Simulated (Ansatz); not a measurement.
ZnSe₂: several calculations on one system

## 1. Relaxation

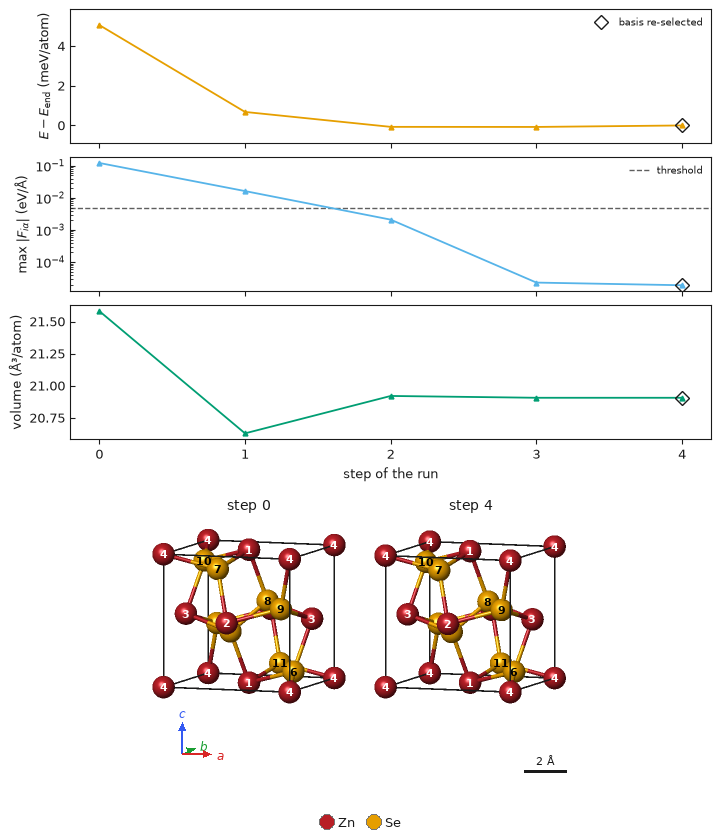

First and last geometry of a relaxation of a crystal of ZnSe$_{2}$ (set up in Pa-3), with the history of the run. A ball-and-stick model of the cell of the calculation, seen slightly off an axis.

All numbers below come from DFT r2SCAN, scalar-relativistic, plane waves, PAW (Ansatz). Set-up: plane-wave cutoff 500 eV; k-point mesh 4 × 4 × 4; occupations gaussian; smearing width 0.02 eV; no spin polarisation; cell and atoms relaxed; force threshold 0.005 eV/Å; at most 80 steps.

**What do the curves and the structures tell?**

It converged. The energy falls by 5.1 meV per atom in 3 accepted moves (4 points after the start). Largest force component: 0.12 eV/Å at the start, under 0.0001 eV/Å at the end. Pressure: −2.25 GPa at the start and −0.01 GPa at the end. The SCF was repeated once at an unchanged geometry on a basis and grid sized afresh for the cell, which shifted the energy by 0.1 meV per atom at most. No atom moves by more than 0.005 Å relative to the cell. The drawn cell changes as follows: a = b = c 6.374 → 6.307 Å (−1.1 %); the volume changes by −3.1 %. Near-neighbour distances that change, for instance: Se–Se 2.396 → 2.366 Å, Se–Zn 2.680 → 2.653 Å. The space group stays Pa-3 (No. 205). The run took 3.7 min on 2 threads of AMD EPYC (Zen 3), with other jobs on the host, peak memory 1.2 GiB.

```
step  E − E(0), meV/atom  largest force component, eV/Å  pressure, GPa  volume, Å³/atom                      note
   0                0.00                         0.1228          -2.25           21.581                          
   1               -4.38                         0.0164           0.88           20.629                          
   2               -5.13                         0.0021          -0.05           20.921                          
   3               -5.14                         0.0000           0.00           20.907                          
   4               -5.06                         0.0000          -0.01           20.907  same geometry, new basis
```

## 2. Relaxation

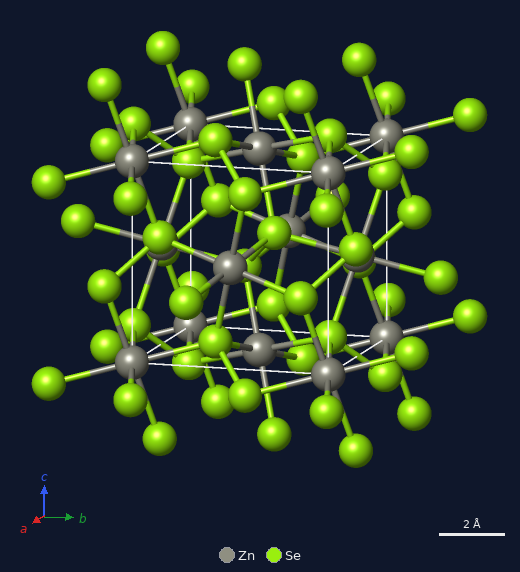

This is the input geometry for a relaxation of crystalline ZnSe2 (set up in Pbca). A ball-and-stick model of the cell of the calculation, seen slightly off an axis.

Case: uniaxial strain along a of -3.0 %; b, c and atoms relaxed.

Theory: DFT r2SCAN, scalar-relativistic, plane waves, PAW in Ansatz 0.2.0.

Input
```yaml
crystal:
  lattice:
    - [6.1177647043, 0.0, 0.0]
    - [0.0, 6.3542762264, 0.0]
    - [0.0, 0.0, 6.3542762264]
  atoms:
    - { symbol: Zn, position: [0.5, 0.5, 0.0] }
    - { symbol: Zn, position: [0.5, 0.0, 0.5] }
    - { symbol: Zn, position: [0.0, 0.5, 0.5] }
    - { symbol: Zn, position: [0.0, 0.0, 0.0] }
    - { symbol: Se, position: [0.1092028623, 0.8919197886, 0.3921407046] }
    - { symbol: Se, position: [0.8907971377, 0.3919197886, 0.1078592954] }
    - { symbol: Se, position: [0.3907971377, 0.1080802114, 0.8921407046] }
    - { symbol: Se, position: [0.6092028623, 0.6080802114, 0.6078592954] }
    - { symbol: Se, position: [0.8907971377, 0.1080802114, 0.6078592954] }
    - { symbol: Se, position: [0.1092028623, 0.6080802114, 0.8921407046] }
    - { symbol: Se, position: [0.6092028623, 0.8919197886, 0.1078592954] }
    - { symbol: Se, position: [0.3907971377, 0.3919197886, 0.3921407046] }
basis:
  ecutwfc: 500
kpoints:
  mp_grid: { grid: [4, 4, 4] }
hamiltonian:
  xc: r2scan
scf:
  occupations: { method: gaussian, width: 0.02 }
output:
  forces: true
  stress: true
  eigenvalues: true
relax:
  adjacent_minimum: "off"
  f_tol: 0.008
  max_steps: 40
  cell: { stress_tol: 0.015, fix: [a, angles] }
```

Command:
```bash
ansatz run input.yaml --threads 2 --pin off --max-ram 5120MiB --backend cpu --events-out ev --progress --plain --runs-dir out
```

> What does the optimiser find from here?

The energy falls by 6.7 meV per cell of the calculation in 2 accepted moves (3 points after the start). Largest force component: 0.053 eV/Å at the start, 0.0055 eV/Å at the end. Pressure: 1.30 GPa at the start and 0.55 GPa at the end. At 1 point the geometry stayed and the basis and grid were re-selected for the new cell (energy shift of 0.4 meV per cell of the calculation at most each time). The largest moves relative to the cell, 0.005 Å, are those of 8 atoms (Se5, Se6, Se7, Se8 and others). Se9 goes roughly along [−1 0 −1]. Zn stays in place. Cell: a unchanged at 6.118 Å, b 6.354 → 6.388 Å (+0.5 %), c 6.354 → 6.386 Å (+0.5 %). Volume +1.0 %. Some distances before and after: Zn1–Se12 2.670 → 2.686 Å, Zn1–Se11 2.668 → 2.682 Å, Se5–Se9 2.356 → 2.365 Å. The space group stays Pbca (No. 61). The run took 5.9 min on 2 threads of AMD EPYC (Zen 3), with other jobs on the host, peak memory 1.5 GiB.

Step by step:

```csv
step,"E − E(0), meV/atom","largest force component, eV/Å","pressure, GPa","volume, Å³/atom",note
0,0.00,0.0530,1.30,20.585,
1,-0.47,0.0347,0.56,20.797,
2,-0.53,0.0055,0.55,20.799,
3,-0.56,0.0055,0.55,20.799,"same geometry, new basis"
```

## 3. Series

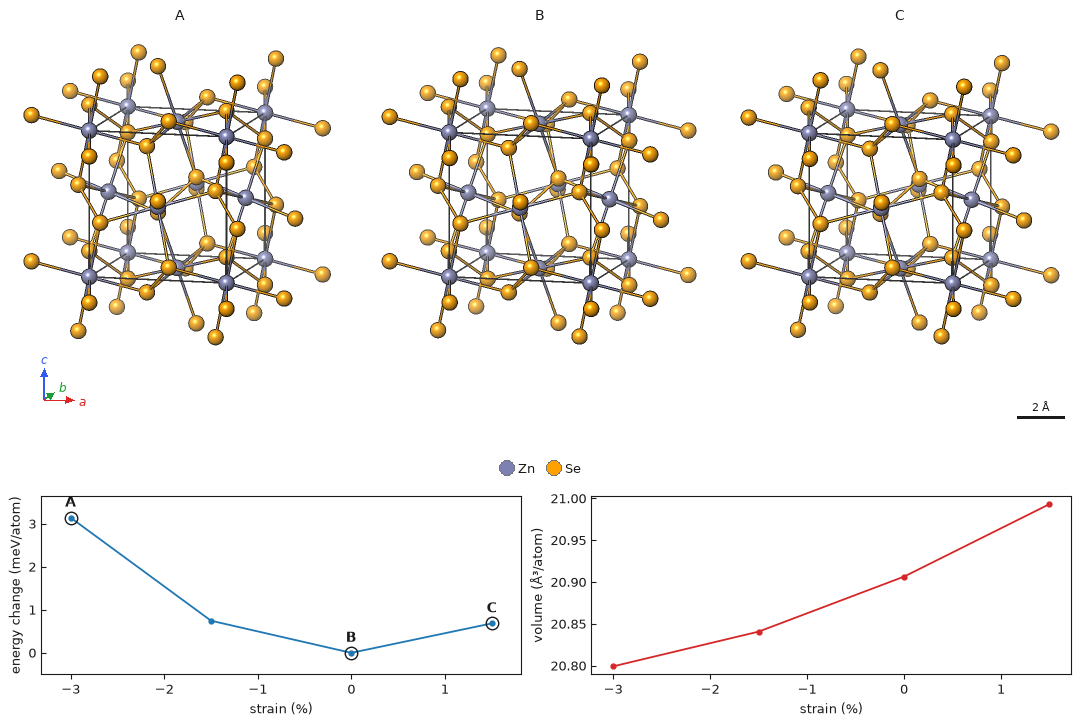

Members of a series of calculations on crystalline ZnSe2 (set up in Pa-3), marked on the first curve. The picture is a ball-and-stick view of the cell of the calculation, seen slightly off an axis.

Theory: DFT r2SCAN, scalar-relativistic, plane waves, PAW in Ansatz. Set-up: plane-wave cutoff 500 eV; k-point mesh 4 × 4 × 4; occupations gaussian; smearing width 0.02 eV; no spin polarisation.

### Describe the series.

Uniaxial strain along a; b, c and atoms relaxed. A (strain −3.0 %): energy change 3.1 meV/atom, volume 20.80 Å³ per atom. B (strain 0.0 %): energy change 0.0 meV/atom, volume 20.91 Å³ per atom. C (strain 1.5 %): energy change 0.7 meV/atom, volume 20.99 Å³ per atom. The rest compares A with C. The drawn cell changes as follows: a 6.118 → 6.402 Å (+4.6 %), b 6.388 → 6.273 Å (−1.8 %), c 6.386 → 6.273 Å (−1.8 %); the volume changes by +0.9 %. Near-neighbour distances before and after: Se–Zn 2.578 → 2.691 Å, Se–Zn 2.684 → 2.638 to 2.641 Å.
